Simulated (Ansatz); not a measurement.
TaC

```
CELL_PARAMETERS angstrom
4.43400 0.00000 0.00000
0.00000 4.43400 0.00000
0.00000 0.00000 4.43400
ATOMIC_POSITIONS crystal
Ta 0.00000 0.00000 0.00000
Ta 0.50000 0.50000 0.00000
Ta 0.50000 0.00000 0.50000
Ta 0.00000 0.50000 0.50000
C 0.50000 0.00000 0.00000
C 0.00000 0.50000 0.00000
C 0.00000 0.00000 0.50000
C 0.50000 0.50000 0.50000
```

Space group Fm-3m; changed on purpose from its base cell (strained and moved within the space group); computed pressure about 10 GPa in this cell; computed without spin polarisation.

Method: Ansatz, DFT PBE, scalar-relativistic, plane waves, PAW.

Question: Predict the valence pseudo-density and electron localisation function between the atoms.

Answer: Ta–C (2.22 Å): ρ is about 0.58 e/Å³ halfway; the ELF peaks at about 0.75 in the valence shell of C, 0.7 Å from its nucleus, and is about 0.25 at the midpoint.

Question: Does the calculation make it a metal, or give it a gap?

Answer: It is gapless in this calculation (a metal or semimetal).

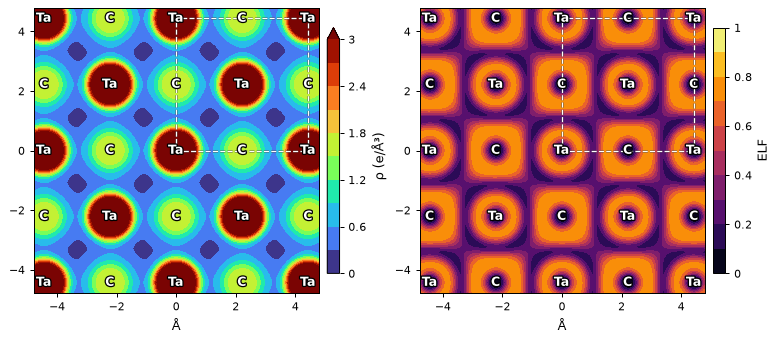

Computed valence pseudo-density and electron localisation function on the (010) plane of the conventional cell, in this order. 

Core electrons are frozen (PAW), and the valence fields are smoothed inside the atomic spheres.
